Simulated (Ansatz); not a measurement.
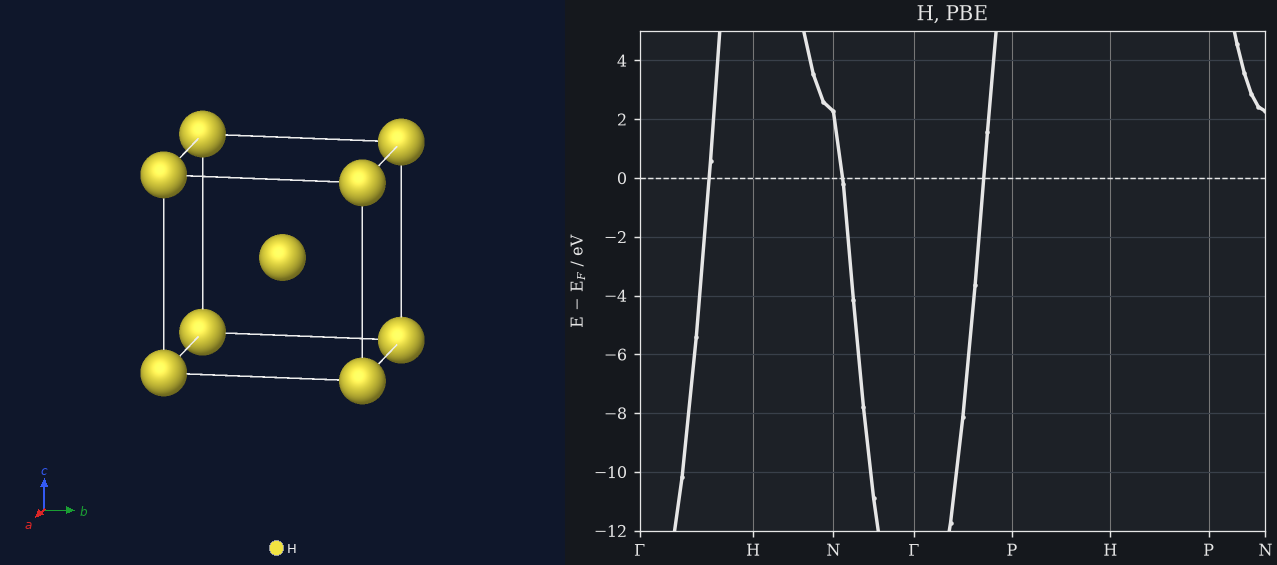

Band structure, beside the structure. Energies are counted from the Fermi level. The path runs straight from each named point to the next.

Structure: H, space group Im-3m (No. 229), 1 atom in the cell.

Level of theory: DFT, PBE, all-electron PAW with datasets made for the crystal, scalar-relativistic, no spin polarisation, 20×20×20 k mesh, Fermi-Dirac smearing of 0.05 eV; code Ansatz.

Q: Does this material conduct, going by its bands?

A: A metal: 1 band crosses the Fermi level along this path.

Q: On which lines of the path do bands cross the Fermi level?

A: Bands cross the Fermi level on Γ–H, N–Γ and Γ–P, and not on H–N, P–H, H–P and P–N.
